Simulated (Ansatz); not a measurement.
Sn₆O₁₁ (cell charge +1, with a compensating background) (cell with a defect)

```yaml
crystal:
  lattice:
    - [0.00000, -4.82742, 3.23807]
    - [-4.82742, 0.00000, 3.23807]
    - [-4.82742, -4.82742, -3.23807]
  atoms:
    - { symbol: Sn, position: [0.00084, 0.99970, 0.99836] }
    - { symbol: Sn, position: [0.34020, 0.33905, 0.68112] }
    - { symbol: Sn, position: [0.66418, 0.66304, 0.33151] }
    - { symbol: Sn, position: [0.33828, 0.33714, 0.16005] }
    - { symbol: Sn, position: [0.67045, 0.66931, 0.83587] }
    - { symbol: Sn, position: [0.98344, 0.98230, 0.49553] }
    - { symbol: O, position: [0.56720, 0.56606, 0.12784] }
    - { symbol: O, position: [0.90045, 0.89930, 0.79280] }
    - { symbol: O, position: [0.03077, 0.63984, 0.17596] }
    - { symbol: O, position: [0.36000, 0.97502, 0.82760] }
    - { symbol: O, position: [0.68736, 0.29838, 0.49535] }
    - { symbol: O, position: [0.10742, 0.10629, 0.20853] }
    - { symbol: O, position: [0.44100, 0.43987, 0.87357] }
    - { symbol: O, position: [0.75803, 0.75690, 0.54125] }
    - { symbol: O, position: [0.64098, 0.02963, 0.17596] }
    - { symbol: O, position: [0.97615, 0.35885, 0.82758] }
    - { symbol: O, position: [0.29952, 0.68621, 0.49535] }
```

Spin-polarised.

The calculation used DFT PBE, scalar-relativistic, plane waves, PAW in Ansatz 0.2.0.

In a PAW calculation such maps are meaningful between the atoms, not at the nuclei.

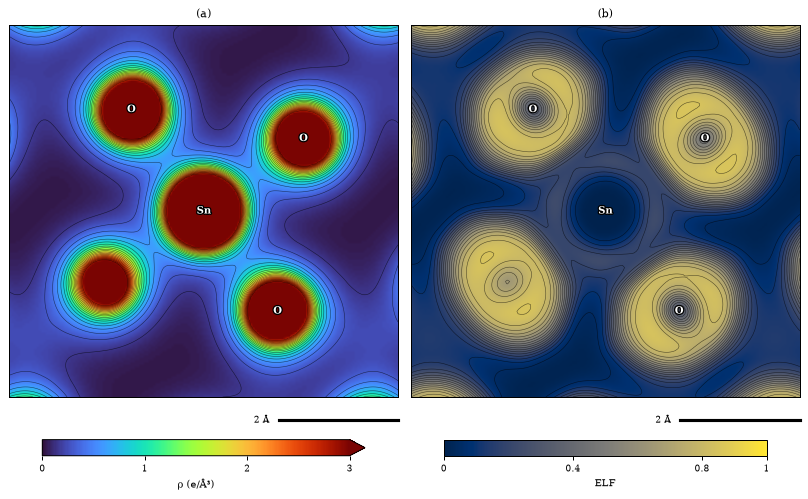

Figure 1. (a) valence charge density (pseudo); (b) ELF on the (001) plane of the calculation cell.

Read the bonding off the picture.

Answer.
- The plane passes through Sn and O nuclei.
- Atoms just off the plane (O, 0.3 Å away) can leave unmarked features too.
- Sn–O (2.08 Å): the density is about 0.64 e/Å³ at the midpoint; the ELF peaks at about 0.80 in the valence shell of O, 0.6 Å from its nucleus, and is about 0.25 at the midpoint; no shared electron pair shows on this line.
- Between the atoms the lowest density in this plane is 0.03 e/Å³.
- The ELF also peaks beside O, away from the bonds: lone-pair regions.

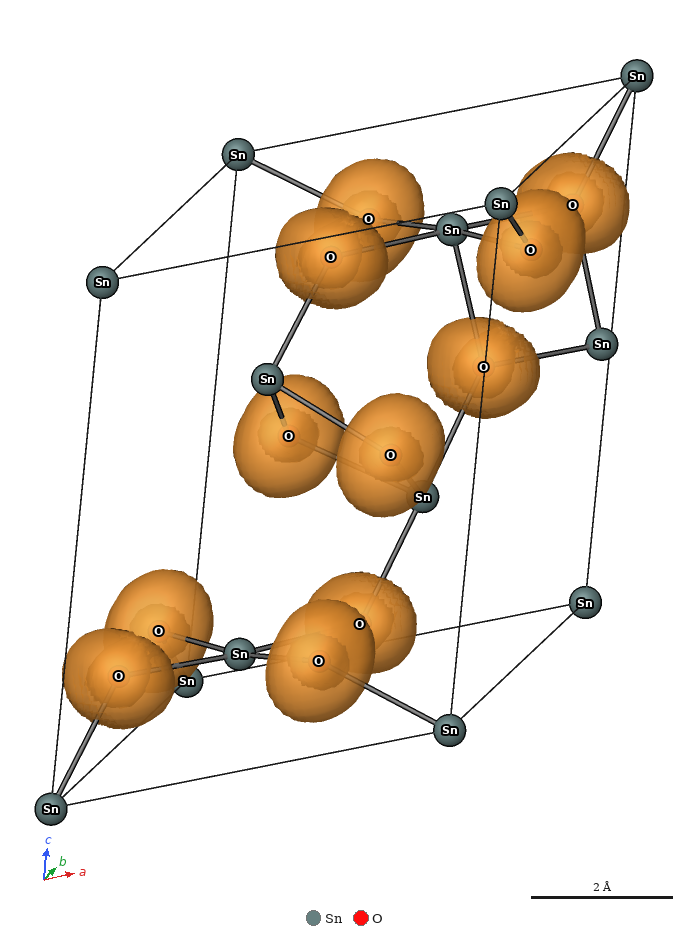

Figure 2. Isosurface of the electron localisation function at 0.75 (orange), seen slightly off an axis. Only the valence region is drawn (cores and ρ < 0.01 e/Å³ removed). Sticks mark near contacts.

What do the ELF domains correspond to?

Answer. The surface consists of eleven regions wrapped around O (the valence shell of each), counted in one cell of 17 atoms. Regions shared between cells count once. Along the contacts the grid gives the following. Sn–O (2.00 Å): the ELF peaks at about 0.80 in the valence shell of O, 0.6 Å from its nucleus, and is about 0.25 at the midpoint: no localised pair shows between them. Sn–O (2.05 Å): the ELF peaks at about 0.85 in the valence shell of O, 0.6 Å from its nucleus, and is about 0.25 at the midpoint: no localised pair shows between them.

Does the calculation make it a metal, or give it a gap?

Answer. It is gapless in this calculation (a metal or semimetal).
